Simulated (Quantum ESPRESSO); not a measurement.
# Energy of NiSi2 along an even scaling of the cell

System: NiSi2 (3 atoms in the cell).
Method: Kohn-Sham DFT of a periodic cell, LDA, GBRV 1.5 LDA, spin-polarised (Quantum ESPRESSO 7.5).

The 7 runs differ only in the geometry, by an even scaling of the cell at fixed fractional positions. The structure derives from an entry of the Crystallography Open Database.

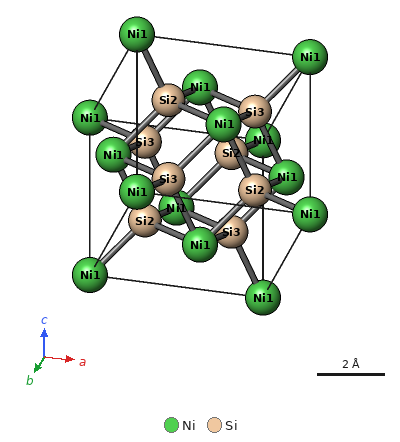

Figure 1. The structure of run 4 (ball-and-stick view of the cell 4 times as large as that of the calculation, set on its symmetry axes, seen at an oblique angle; atoms are numbered from 1 in the order of the input).

**Input of run 4**
```
&CONTROL
  calculation = 'scf'
  prefix = 'pwscf'
  outdir = './tmp'
  pseudo_dir = './pseudo'
  tstress = .true.
  disk_io = 'nowf'
/
&SYSTEM
  ibrav = 0
  nat = 3
  ntyp = 2
  ecutwfc = 45
  ecutrho = 360
  nbnd = 23
  occupations = 'smearing'
  smearing = 'fd'
  degauss = 0.00367493
  nspin = 2
  starting_magnetization(1) = 0.0556
  starting_magnetization(2) = 0
/
&ELECTRONS
  conv_thr = 6d-10
  electron_maxstep = 120
  mixing_beta = 0.3
/
ATOMIC_SPECIES
Ni    58.6934 ni_lda_v1.4.uspp.F.UPF
Si    28.0850 si_lda_v1.uspp.F.UPF
CELL_PARAMETERS angstrom
   0.0000000000    2.7030000000    2.7030000000
   2.7030000000    0.0000000000    2.7030000000
   2.7030000000    2.7030000000    0.0000000000
ATOMIC_POSITIONS crystal
Ni     0.0000000000    0.0000000000    0.0000000000
Si     0.7500000000    0.7500000000    0.7500000000
Si     0.2500000000    0.2500000000    0.2500000000
K_POINTS automatic
9 9 9 0 0 0
```

Command:
```bash
OMP_NUM_THREADS=1 mpirun -n 2 pw.x -nk 2 -in pw.in > pw.out
```

Run 2 differs from it as follows:
```diff
-   0.0000000000    2.7030000000    2.7030000000
-   2.7030000000    0.0000000000    2.7030000000
-   2.7030000000    2.7030000000    0.0000000000
+   0.0000000000    2.6664684948    2.6664684948
+   2.6664684948    0.0000000000    2.6664684948
+   2.6664684948    2.6664684948    0.0000000000
```

**Results, with one run withheld**

| run | volume per atom (Å³) | free energy per atom, from the lowest run given (meV) | pressure (GPa) |
| --- | --- | --- | --- |
| 1 | 12.376 | 8.12 | 6.01 |
| 2 | 12.639 | ? | ? |
| 3 | 12.902 | 0.00 | −1.06 |
| 4 | 13.166 | 4.14 | −4.16 |
| 5 | 13.429 | 13.11 | −6.90 |
| 6 | 13.692 | 26.41 | −9.47 |
| 7 | 13.956 | 43.66 | −11.75 |

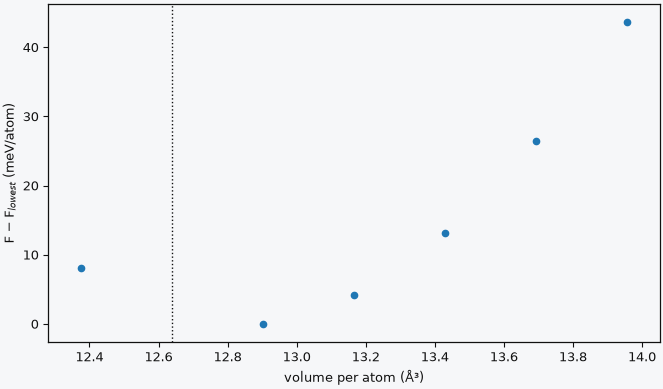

Figure 2. Free energy per atom of the runs given; the dotted line marks run 2.

Fit the runs given and predict run 2.

A cubic polynomial in V^(−2/3) (the Birch–Murnaghan form), fitted to the 6 runs given, misses them by at most 0.02 meV per atom. With x = V^(−2/3) − 0.17871 Å⁻², it reads F = 6.1131 − 3340.1 x + 4.3859e+05 x² − 1.1173e+05 x³ (meV per atom). At run 2 it gives 1.13 meV per atom, and the run itself gives 1.12. The slope of the fit gives a pressure −dF/dV of 2.42 GPa there, and the run prints 2.31 GPa. The two needn't agree exactly: the fit is approximate, and the printed stress is taken on a finite basis. The fit has its minimum at 12.824 Å³ per atom, where V d²F/dV² gives 162 GPa: the bulk modulus at this level, since symmetry fixes the shape and the positions.

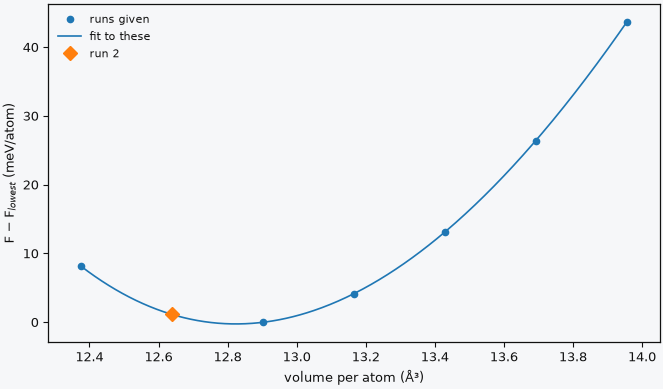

Figure 3. The fit and the withheld run.

**Some lines of the output (run 2)**
```
[...]
     total energy              =    -362.55925344 Ry
     total energy              =    -362.56112611 Ry
     total energy              =    -362.56037953 Ry
     total energy              =    -362.56060133 Ry
     total energy              =    -362.56057739 Ry
     total energy              =    -362.56057700 Ry
     total energy              =    -362.56058044 Ry
     total energy              =    -362.56058084 Ry
     total energy              =    -362.56058087 Ry
     the Fermi energy is    13.6525 ev
!    total energy              =    -362.56058087 Ry
     The total energy is F=E-TS. E is the sum of the following terms:
     Computing stress (Cartesian axis) and pressure
          total   stress  (Ry/bohr**3)                   (kbar)     P=       23.12
```
